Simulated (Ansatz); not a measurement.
AlAs, space group F-43m (No. 216), a = 5.665 Å, b = 5.665 Å, c = 5.665 Å, α = 90.00°, β = 90.00°, γ = 90.00°

| site | Wyckoff | x | y | z |
| --- | --- | --- | --- | --- |
| Al | 4a | 0.0000 | 0.0000 | 0.0000 |
| As | 4c | 0.2500 | 0.2500 | 0.2500 |

Source: coordinates from a relaxation with DFT PBE+D3(BJ), scalar-relativistic, plane waves, PAW (Ansatz).

Describe the coordination of Al.

Answer. AlAs4: an essentially ideal tetrahedron (coordination number 4, S = 0.00; next best see-saw, S = 9.8). Bonds: 4 × Al–As 2.45 Å. The next neighbour, not counted, lies at 4.01 Å.

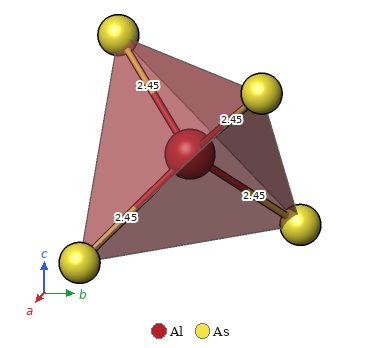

The polyhedron about Al. Continuous shape measures are computed against ideal polyhedra (0 is ideal; above about 3 the distortion is strong).
